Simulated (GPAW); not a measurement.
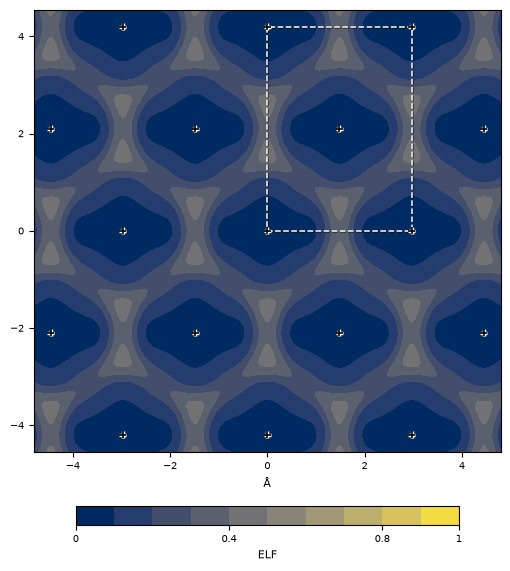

The electron localisation function on a plane through atoms (crosses mark nuclei in the plane).

Theory: Kohn-Sham DFT of a periodic cell, LDA, GPAW PAW data sets (gpaw-data 1.2.1) in GPAW.

Candidates:
A. CoO, a = 4.26 Å, b = 4.26 Å, c = 4.26 Å, α = 90.00°, β = 90.00°, γ = 90.00°. Space group Fm-3m; computed pressure about −19 GPa in this cell; spin-polarised.
B. Cr, a = 2.97 Å, b = 2.97 Å, c = 2.97 Å, α = 90.00°, β = 90.00°, γ = 90.00°. Space group Im-3m; a structure from a database of computed crystals, not necessarily the ambient phase; computed pressure about −39 GPa in this cell; spin-polarised.

Question: Which system is this?

Answer: Candidate B: Cr on the (110) plane of the conventional cell, which holds Cr. Cr–Cr (2.57 Å): the ELF is about 0.30 at the midpoint; no localised pair shows between them.
